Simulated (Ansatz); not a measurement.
Pt (Fm-3m, No. 225): the end point of a relaxation with DFT PBE, scalar-relativistic, plane waves, PAW in Ansatz 0.2.0; the starting structure was generated, so it need not be a known form of this composition.

Space group Fm-3m (No. 225). a = 3.970 Å, b = 3.970 Å, c = 3.970 Å, α = 90.00°, β = 90.00°, γ = 90.00°
```
atom  site  symmetry       x       y       z
  Pt    4b      m-3m  0.5000  0.0000  0.0000
```

### What will a map of the projected electrostatic potential along [110] show? Computed as the sum of neutral-atom potentials (tabulated electron scattering factors, B = 0.5 Å²) projected along the beam and smoothed by 0.25 Å; brighter is more positive. The display is stretched by a gamma of 0.6; percentages refer to the linear signal.

The columns repeat on a centred rectangular net of 2.81 × 3.97 Å (plane group c2mm). All columns are alike (Pt). The shortest distance between visible columns is 2.43 Å in projection. Along the beam the structure repeats every 2.81 Å.

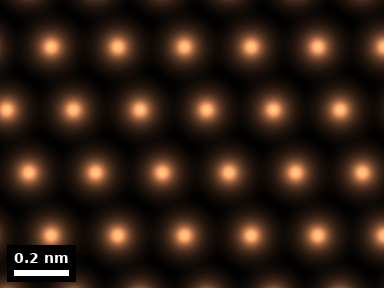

The simulated image.

### What mean inner potential do neutral atoms give for this crystal?

About 33 V (the sum of the forward scattering factors over the cell volume; bonding usually lowers the true value).
